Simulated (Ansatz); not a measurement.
## W₃Si₂: a changed input and its effect

System: W₃Si₂ (Amm2, 10 atoms in the cell).
Method of the first run: DFT PBE, scalar-relativistic, plane waves, PAW, no spin polarisation (Ansatz 0.2.0).

The structure derives from a Materials Project entry. Text and figures count atoms from 1; the logs count them from 0 in places.

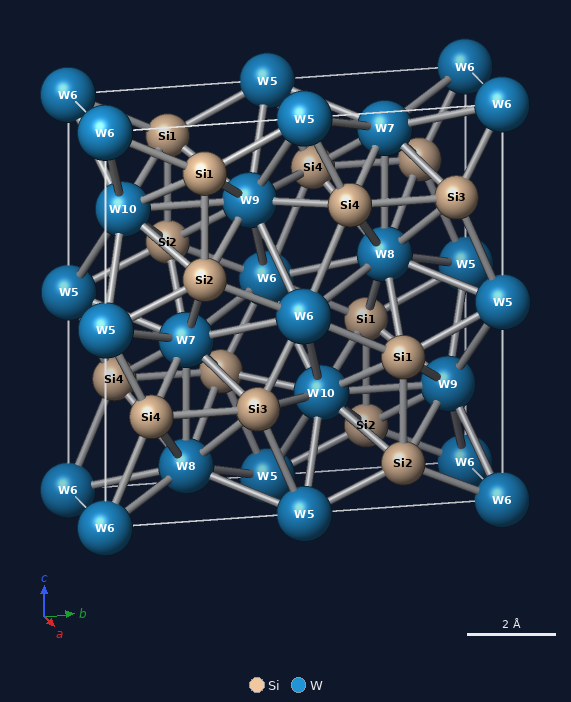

The structure (ball-and-stick view of the cell 2 times as large as that of the calculation, set on its symmetry axes, seen slightly off an axis; atoms are numbered from 1 in the order of the input). An atom can appear more than once, as a periodic image. Near neighbours in the periodic cell (some may lie outside the picture): Si has 1 Si at 2.52 Å and 8 W at 2.38 to 2.78 Å; W has 4 Si at 2.38 to 2.78 Å and 8 W at 2.98 to 3.01 Å; W has 6 Si at 2.45 to 2.69 Å and 5 W at 2.98 to 3.01 Å.

Input, the first run:
```yaml
crystal:
  lattice:
    - [6.6300342967, 0.0, 0.0]
    - [0.0, 6.6300342967, 0.0]
    - [0.0, 0.0, 3.3123213826]
  atoms:
    - { symbol: Si, position: [0.1270408071, 0.6270408071, 0.0] }
    - { symbol: Si, position: [0.8585748299, 0.3585748299, 0.0] }
    - { symbol: Si, position: [0.6555633996, 0.8870974224, 0.0] }
    - { symbol: Si, position: [0.3870974224, 0.1555633996, 0.0] }
    - { symbol: W, position: [0.499348764, 0.4973129276, 0.0] }
    - { symbol: W, position: [-0.0026870724, -0.000651236, 0.0] }
    - { symbol: W, position: [0.6586342953, 0.1586342953, 0.5] }
    - { symbol: W, position: [0.3396103561, 0.8396103561, 0.5] }
    - { symbol: W, position: [0.159898919, 0.3408749798, 0.5] }
    - { symbol: W, position: [0.8408749798, 0.659898919, 0.5] }
basis:
  ecutwfc: 420
kpoints:
  mp_grid: { grid: [6, 6, 12] }
hamiltonian:
  xc: pbe
scf:
  occupations: { method: gaussian, width: 0.15 }
output:
  forces: true
  stress: true
  eigenvalues: true
```

Launched with:
```bash
ansatz run input.yaml --threads 2 --pin off --max-ram 5120MiB --backend cpu --events-out ev --progress --plain --runs-dir out
```

Hardware: 2 threads of Intel Xeon @ 2.50GHz (Skylake/Cascade Lake), 189 GiB of memory available, shared host.

Output, shortened to warnings, some set-up lines, iterations and results (the first run):
```
Basis set: ecut = 420 eV, 2875 PW (Γ), exchange–correlation on 90×90×48 points (8 copies of the dense FFT grid, shifted against one another)
Symmetry: 4 space group operations
k-points: 91 of 432 (time reversal used)
Initial density: superposition of atomic densities (neutral atoms: chi_scale 0, normalization atom), corrected by the library's trained network
[...]
SCF iter   1: F=—  HF=-64851.281453 eV  |F-HF|=—  |Δ(HF+E_count)|=         —  Δρ=8.11e-3  dr2=1.02e-1  ethr=1.77e-3  ⟨swp⟩=6.0  Hψ=21335  notcnv=0
SCF iter   2: F=—  HF=-64851.265579 eV  |F-HF|=—  |Δ(HF+E_count)|=   1.59e-2  Δρ=4.41e-3  dr2=2.79e-2  ethr=1.02e-4  ⟨swp⟩=1.1  Hψ=6293  notcnv=0  defer=1
SCF iter   3: F=—  HF=-64851.260835 eV  |F-HF|=—  |Δ(HF+E_count)|=   4.74e-3  Δρ=5.92e-4  dr2=5.85e-4  ethr=2.79e-5  ⟨swp⟩=2.0  Hψ=6668  notcnv=0  defer=1
SCF iter   4: F=—  HF=-64851.260804 eV  |F-HF|=—  |Δ(HF+E_count)|=   3.14e-5  Δρ=1.83e-4  dr2=7.39e-5  ethr=5.85e-7  ⟨swp⟩=2.0  Hψ=7394  notcnv=0  defer=1
SCF iter   5: F=—  HF=-64851.260781 eV  |F-HF|=—  |Δ(HF+E_count)|=   2.29e-5  Δρ=3.53e-5  dr2=2.80e-6  ethr=7.39e-8  ⟨swp⟩=2.0  Hψ=7472  notcnv=0  defer=1
SCF iter   6: F=—  HF=-64851.260781 eV  |F-HF|=—  |Δ(HF+E_count)|=   6.17e-7  Δρ=7.56e-6  dr2=1.09e-7  ethr=2.80e-9  ⟨swp⟩=2.0  Hψ=7596  notcnv=0  defer=1
SCF iter   7: F=-64851.260781 eV  HF=-64851.260781 eV  |F-HF|=1.26e-9  |Δ(HF+E_count)|=   1.92e-8  Δρ=1.15e-6  dr2=2.43e-9  ethr=1.00e-10  ⟨swp⟩=9.9  Hψ=20523  notcnv=0
SCF 1 converged in 7 iterations: F = -64851.260781 eV  dr2 = 2.43e-9
SCF converged after 7 iterations
Free energy (F): -64851.260781 eV
Harris-Foulkes:  -64851.260781 eV  (|F-HF|=1.26e-9)
Internal energy: -64851.198386 eV  (E = F + TS)
E sigma→0 (E₀):  -64851.229583 eV
Entropy (-TS):   -0.062395 eV (-6.239 meV/atom)
Fermi energy:    19.230210 eV
--- Per-component energies (eV) ---
  E_band       = -586.745789
  E_kinetic    = 2889.594878
  E_local      = -4623.078715  (includes V_loc(G=0)·N_el)
  E_nonlocal   = 109.246872
  E_hartree    = 1717.077787
  E_xc         = -1832.069297
  E_vxc        = -1632.881709  (∫ρ·V_xc dr)
  E_paw        = -53428.784828  (= ΣΔE_a)
  E_vpaw       = -763.782031  (= ΣTr[D̂ρ^β])
  E_aug_tail   = -0.000329  (compensation charges beyond the density's cutoff)
  E_ewald      = -9683.184755
  E_smearing   = -0.062395  (= −TS)
  E_closure    = -0.000000  (closes the sum)
  Σ components = -64851.260781   (vs F -64851.260781, Δ=0.00e0)
--- Forces (eV/Å), atoms counted from 1 ---
  atom   1  Si     0.73634786     0.73634786     0.00000000
  atom   2  Si     0.83750852     0.83750852     0.00000000
  atom   3  Si    -2.42845933    -2.44801044     0.00000000
  atom   4  Si    -2.44801044    -2.42845933     0.00000000
  atom   5  W      0.48431909     2.12164776     0.00000000
  atom   6  W      2.12164776     0.48431909     0.00000000
  atom   7  W      0.85549488     0.85549488     0.00000000
  atom   8  W      0.40152337     0.40152337     0.00000000
  atom   9  W     -0.24472544    -0.31565239     0.00000000
  atom  10  W     -0.31565239    -0.24472544     0.00000000
  max |Σ_I F_I| component: 6.12e-6 eV/Å
--- Stress (GPa, compression-positive) ---
        2.535676       0.553480       0.000000
        0.553480       2.535676       0.000000
        0.000000       0.000000       2.155101
  P = ⅓ Tr σ = 2.4088 GPa (24.088 kbar)
```

For the second run the input was changed thus:
```diff
-    - { symbol: Si, position: [0.1270408071, 0.6270408071, 0.0] }
-    - { symbol: Si, position: [0.8585748299, 0.3585748299, 0.0] }
-    - { symbol: Si, position: [0.6555633996, 0.8870974224, 0.0] }
-    - { symbol: Si, position: [0.3870974224, 0.1555633996, 0.0] }
-    - { symbol: W, position: [0.499348764, 0.4973129276, 0.0] }
-    - { symbol: W, position: [-0.0026870724, -0.000651236, 0.0] }
-    - { symbol: W, position: [0.6586342953, 0.1586342953, 0.5] }
-    - { symbol: W, position: [0.3396103561, 0.8396103561, 0.5] }
-    - { symbol: W, position: [0.159898919, 0.3408749798, 0.5] }
-    - { symbol: W, position: [0.8408749798, 0.659898919, 0.5] }
+    - { symbol: Si, position: [0.136031034, 0.636031034, 0.0] }
+    - { symbol: Si, position: [0.8675650568, 0.3675650568, 0.0] }
+    - { symbol: Si, position: [0.6289003859, 0.8604344087, 0.0] }
+    - { symbol: Si, position: [0.3604344087, 0.1289003859, 0.0] }
+    - { symbol: W, position: [0.500162809, 0.5006717681, 0.0] }
+    - { symbol: W, position: [0.0006717681, 0.000162809, 0.0] }
+    - { symbol: W, position: [0.6597313882, 0.1597313882, 0.5] }
+    - { symbol: W, position: [0.340707449, 0.840707449, 0.5] }
+    - { symbol: W, position: [0.1594152322, 0.340391293, 0.5] }
+    - { symbol: W, position: [0.840391293, 0.6594152322, 0.5] }
```

Predict how the results change.

With the same functional and potentials, the second run lies 75.0 meV per atom lower. The pressure goes from 2.41 to 0.14 GPa. The largest force goes from 3.448 to 0.833 eV/Å. The number of SCF iterations is the same.

Output, shortened to warnings, some set-up lines, iterations and results (the second run):
```
Basis set: ecut = 420 eV, 2875 PW (Γ), exchange–correlation on 90×90×48 points (8 copies of the dense FFT grid, shifted against one another)
Symmetry: 4 space group operations
k-points: 91 of 432 (time reversal used)
Initial density: superposition of atomic densities (neutral atoms: chi_scale 0, normalization atom), corrected by the library's trained network
[...]
SCF iter   1: F=—  HF=-64852.032563 eV  |F-HF|=—  |Δ(HF+E_count)|=         —  Δρ=8.24e-3  dr2=1.11e-1  ethr=1.77e-3  ⟨swp⟩=6.0  Hψ=21292  notcnv=0
SCF iter   2: F=—  HF=-64852.015825 eV  |F-HF|=—  |Δ(HF+E_count)|=   1.67e-2  Δρ=4.41e-3  dr2=2.85e-2  ethr=1.11e-4  ⟨swp⟩=1.2  Hψ=6299  notcnv=0  defer=2
SCF iter   3: F=—  HF=-64852.011152 eV  |F-HF|=—  |Δ(HF+E_count)|=   4.67e-3  Δρ=5.80e-4  dr2=5.06e-4  ethr=2.85e-5  ⟨swp⟩=2.0  Hψ=6602  notcnv=0  defer=2
SCF iter   4: F=—  HF=-64852.011142 eV  |F-HF|=—  |Δ(HF+E_count)|=   9.97e-6  Δρ=1.75e-4  dr2=6.33e-5  ethr=5.06e-7  ⟨swp⟩=2.0  Hψ=7489  notcnv=0  defer=2
SCF iter   5: F=—  HF=-64852.011119 eV  |F-HF|=—  |Δ(HF+E_count)|=   2.30e-5  Δρ=3.32e-5  dr2=2.46e-6  ethr=6.33e-8  ⟨swp⟩=2.0  Hψ=7441  notcnv=0  defer=3
SCF iter   6: F=—  HF=-64852.011119 eV  |F-HF|=—  |Δ(HF+E_count)|=   5.50e-7  Δρ=7.22e-6  dr2=1.01e-7  ethr=2.46e-9  ⟨swp⟩=2.0  Hψ=7568  notcnv=0  defer=3
SCF iter   7: F=-64852.011119 eV  HF=-64852.011119 eV  |F-HF|=1.23e-9  |Δ(HF+E_count)|=   1.86e-8  Δρ=1.11e-6  dr2=2.30e-9  ethr=1.00e-10  ⟨swp⟩=9.8  Hψ=20517  notcnv=0
SCF 1 converged in 7 iterations: F = -64852.011119 eV  dr2 = 2.30e-9
SCF converged after 7 iterations
Free energy (F): -64852.011119 eV
Harris-Foulkes:  -64852.011119 eV  (|F-HF|=1.23e-9)
Internal energy: -64851.946611 eV  (E = F + TS)
E sigma→0 (E₀):  -64851.978865 eV
Entropy (-TS):   -0.064507 eV (-6.451 meV/atom)
Fermi energy:    19.258021 eV
--- Per-component energies (eV) ---
  E_band       = -585.590281
  E_kinetic    = 2887.435673
  E_local      = -4602.054471  (includes V_loc(G=0)·N_el)
  E_nonlocal   = 108.163568
  E_hartree    = 1708.247879
  E_xc         = -1831.462288
  E_vxc        = -1632.122721  (∫ρ·V_xc dr)
  E_paw        = -53428.498318  (= ΣΔE_a)
  E_vpaw       = -763.507396  (= ΣTr[D̂ρ^β])
  E_aug_tail   = -0.000343  (compensation charges beyond the density's cutoff)
  E_ewald      = -9693.778312
  E_smearing   = -0.064507  (= −TS)
  E_closure    = -0.000000  (closes the sum)
  Σ components = -64852.011119   (vs F -64852.011119, Δ=0.00e0)
--- Forces (eV/Å), atoms counted from 1 ---
  atom   1  Si    -0.19288500    -0.19288500     0.00000000
  atom   2  Si    -0.20348869    -0.20348869     0.00000000
  atom   3  Si     0.59922934     0.57918537     0.00000000
  atom   4  Si     0.57918537     0.59922934     0.00000000
  atom   5  W     -0.11773148    -0.48742571     0.00000000
  atom   6  W     -0.48742571    -0.11773148     0.00000000
  atom   7  W     -0.12802157    -0.12802157     0.00000000
  atom   8  W     -0.18844433    -0.18844433     0.00000000
  atom   9  W      0.08733034     0.05225379     0.00000000
  atom  10  W      0.05225379     0.08733034     0.00000000
  max |Σ_I F_I| component: 2.07e-6 eV/Å
--- Stress (GPa, compression-positive) ---
        0.088519       0.033601       0.000000
        0.033601       0.088519       0.000000
        0.000000       0.000000       0.251521
  P = ⅓ Tr σ = 0.1429 GPa (1.429 kbar)
```

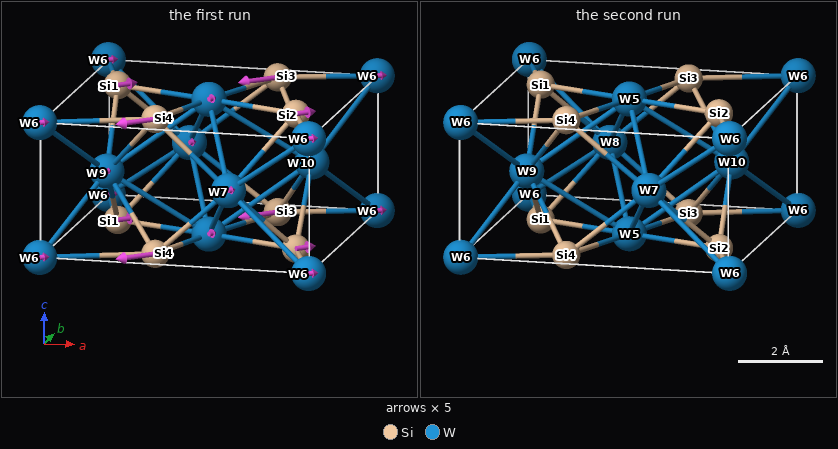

The two input geometries at one scale (ball-and-stick view of the cell of the calculation, seen slightly off an axis). The pink arrows on the first give the shifts of the atoms relative to the cell, with their mean removed, magnified 5 times. The largest moves, 0.22 Å, are those of Si3 and Si4. By element the largest moves are Si 0.22 Å, W 0.05 Å. (The mean shift of all atoms is removed.) The cell stays as it was. Among the contacts that change: Si3–W5 2.784 → 2.533 Å, Si3–W6 2.385 → 2.633 Å, Si3–W8 2.689 → 2.532 Å, Si3–W7 2.446 → 2.593 Å.

The two runs side by side:

| quantity | the first run | the second run |
| --- | --- | --- |
| outcome | converged | converged |
| free energy per atom (eV) | −6485.1261 | −6485.2011 |
| energy per atom, smearing taken to zero (eV) | −6485.1230 | −6485.1979 |
| gap on the mesh (eV) | 0.00 | 0.00 |
| pressure (GPa) | 2.41 | 0.14 |
| largest force (eV/Å) | 3.448 | 0.833 |
| SCF iterations | 7 | 7 |
| irreducible k-points | 91 | 91 |
| plane waves at Γ | 2875 | 2875 |
| wall time (shared host) | 52 s | 54 s |

For both runs: Spin–orbit coupling is left out, which matters for W.
